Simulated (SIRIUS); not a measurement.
## A series of single points on KF

System: KF (Fm-3m, 2 atoms in the cell).
Method: Kohn-Sham DFT of a periodic cell, PBE, dojo-sr-pbe-0.4.1-standard, no spin polarisation (SIRIUS 7.10.0).

The 7 runs differ only in the geometry, by an even scaling of the cell at fixed fractional positions. The structure derives from an entry of the Crystallography Open Database.

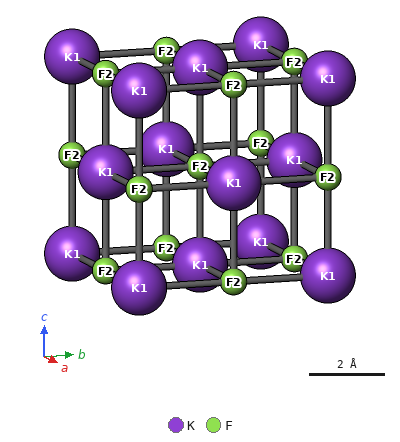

Figure 1. The structure of run 4 (ball-and-stick view of the cell 4 times as large as that of the calculation, set on its symmetry axes, seen slightly off an axis; atoms are numbered from 1 in the order of the input). An atom can appear more than once, as a periodic image.

**Input of run 4**
```
{
  "control": {
    "processing_unit": "cpu",
    "verbosity": 2,
    "num_bands_to_print": 15,
    "print_forces": true,
    "print_stress": true
  },
  "parameters": {
    "electronic_structure_method": "pseudopotential",
    "xc_functionals": ["XC_GGA_X_PBE", "XC_GGA_C_PBE"],
    "gk_cutoff": 9.2,
    "pw_cutoff": 18.4,
    "ngridk": [9, 9, 9],
    "shiftk": [0, 0, 0],
    "smearing": "fermi_dirac",
    "smearing_width": 0.0018374661,
    "num_bands": 15,
    "num_mag_dims": 0,
    "num_dft_iter": 100,
    "energy_tol": 1e-08,
    "density_tol": 1e-06
  },
  "iterative_solver": {
    "type": "davidson",
    "min_tolerance": 1e-09,
    "tolerance_scale": [0.1, 0.25]
  },
  "mixer": {
    "type": "anderson",
    "beta": 0.7,
    "max_history": 8
  },
  "settings": {
    "tol_ne": 1e-10,
    "pseudo_grid_cutoff": 6.5
  },
  "unit_cell": {
    "lattice_vectors": [
      [0.0, 5.049064746081, 5.049064746081],
      [5.049064746081, 0.0, 5.049064746081],
      [5.049064746081, 5.049064746081, 0.0]
    ],
    "atom_coordinate_units": "lattice",
    "atom_types": ["K", "F"],
    "atom_files": {
      "K": "K.json",
      "F": "F.json"
    },
    "atoms": {
      "K": [
        [0.0, 0.0, 0.0]
      ],
      "F": [
        [0.5, 0.5, 0.5]
      ]
    }
  }
}
```

Command:
```bash
upf_to_json K.upf
upf_to_json F.upf
OMP_NUM_THREADS=1 sirius.scf --input=sirius.json --output=out.json --task=0
```

Run 6 differs from it as follows:
```diff
-      [0.0, 5.049064746081, 5.049064746081],
-      [5.049064746081, 0.0, 5.049064746081],
-      [5.049064746081, 5.049064746081, 0.0]
+      [0.0, 5.115507427995, 5.115507427995],
+      [5.115507427995, 0.0, 5.115507427995],
+      [5.115507427995, 5.115507427995, 0.0]
```

**Results, with one run withheld**

```tsv
run	volume per atom (Å³)	free energy per atom, from the lowest run given (meV)	pressure (GPa)	gap on the mesh (eV)
1	17.929	20.22	3.80	6.54
2	18.311	12.29	2.87	6.42
3	18.692	6.46	2.03	6.31
4	19.074	2.50	1.29	6.20
5	19.455	0.22	0.63	6.09
6	19.837	?	?	?
7	20.218	0.00	−0.50	5.90
```

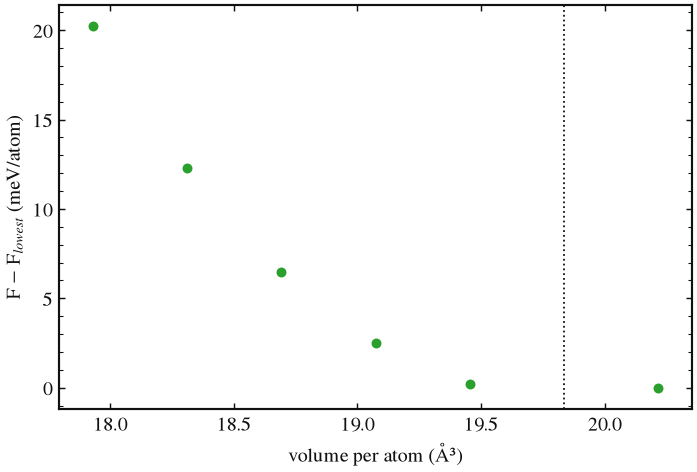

Figure 2. Free energy per atom of the runs given; the dotted line marks run 6.

Fit the runs given and predict run 6.

A cubic polynomial in V^(−2/3) (the Birch–Murnaghan form), fitted to the 6 runs given, misses them by under 0.01 meV per atom. With x = V^(−2/3) − 0.14083 Å⁻², it reads F = 3.8691 + 1993.2 x + 2.2646e+05 x² + 5.6288e+05 x³ (meV per atom). At run 6 it gives −0.56 meV per atom, and the run itself gives −0.56. The slope of the fit gives a pressure −dF/dV of 0.04 GPa there, and the run prints 0.03 GPa. The fit has its minimum at 19.861 Å³ per atom, where V d²F/dV² gives 29.2 GPa: the bulk modulus at this level, since symmetry fixes the shape and the positions. The gap on the mesh goes, without turning, from 6.54 eV in run 1 to 5.90 eV in run 7; run 6 has 6.00 eV. These are gaps of this functional on this mesh, which can miss the band edges; they aren't the measured gap.

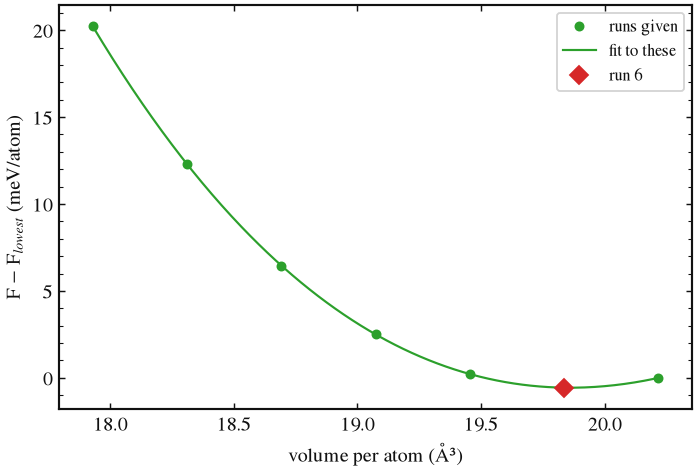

Figure 3. The fit and the withheld run.

**Some lines of the output (run 6)**
```
[...]
[find] Total energy                   :     -54.82471912 (Ha),    -109.64943824 (Ry)
[find] Free energy (E-TS)             :     -54.82471912 (Ha),    -109.64943824 (Ry)
[find] band gap (eV)                  :       5.99612545
[find] Efermi                         :       0.12033894
[find] Total energy                   :     -54.82471914 (Ha),    -109.64943829 (Ry)
[find] Free energy (E-TS)             :     -54.82471914 (Ha),    -109.64943829 (Ry)
[find] band gap (eV)                  :       5.99541561
[find] Efermi                         :       0.12034955
[find] Total energy                   :     -54.82471915 (Ha),    -109.64943830 (Ry)
[find] Free energy (E-TS)             :     -54.82471915 (Ha),    -109.64943830 (Ry)
[find] band gap (eV)                  :       5.99556195
[find] Efermi                         :       0.12035025
[find] band gap (eV)                  :       5.99549224
[find] Efermi                         :       0.12035154
```
